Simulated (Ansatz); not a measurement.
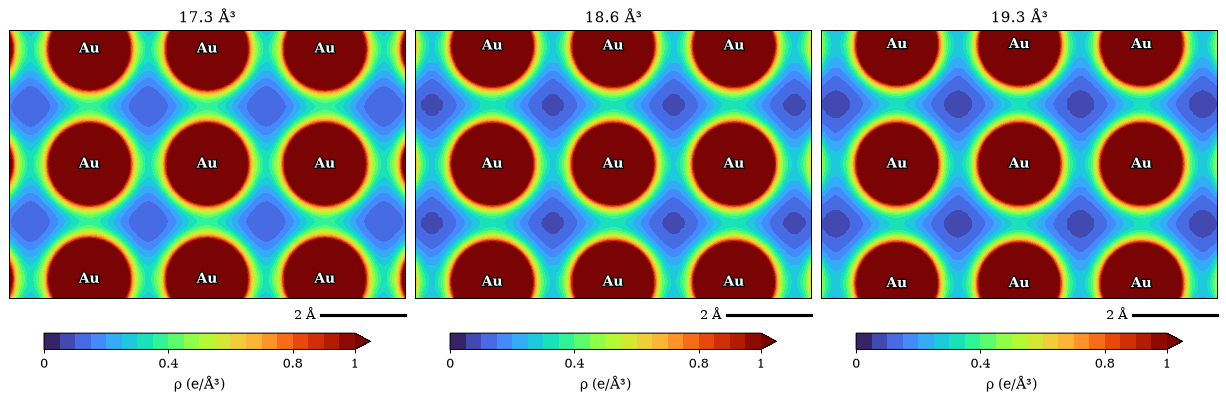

Au. The valence charge density (pseudo) of cells scaled evenly to different volumes (given per atom above each panel), on the (11̄0) plane of each (indices in the axes of the cell below), at one length scale and on one colour scale.

A generated structure, not necessarily the stable one.

All numbers below come from DFT, LDA (PW92), plane waves (420 eV) with PAW, scalar-relativistic in Ansatz 0.2.0.

The density is the valence pseudo-density of a PAW calculation; it isn't the true density close to the nuclei.

The largest cell:

```
Au
1.0
    -3.08890    3.51362    1.39072
     3.51362   -3.08890    1.39072
     2.01291    2.01291   -0.61286
Au
2
Direct
  0.00731 0.99269 0.00000
  0.74269 0.25731 0.50000
```

| volume (Å³/atom) | Au–Au contact in the plane (Å) | ρ at its midpoint (e/Å³) | 
| --- | --- | --- |
| 17.27 | 2.740 | 0.372 | 
| 17.96 | 2.776 | ? | 
| 18.65 | 2.811 | 0.329 | 
| 19.34 | 2.846 | 0.309 | 

### What values belong in the row with question marks?

Over the known rows ln ρ falls by 1.75 per Å of Au–Au distance (a least-squares line), which gives 0.349 e/Å³ at 2.776 Å; the calculation gives 0.350 e/Å³.
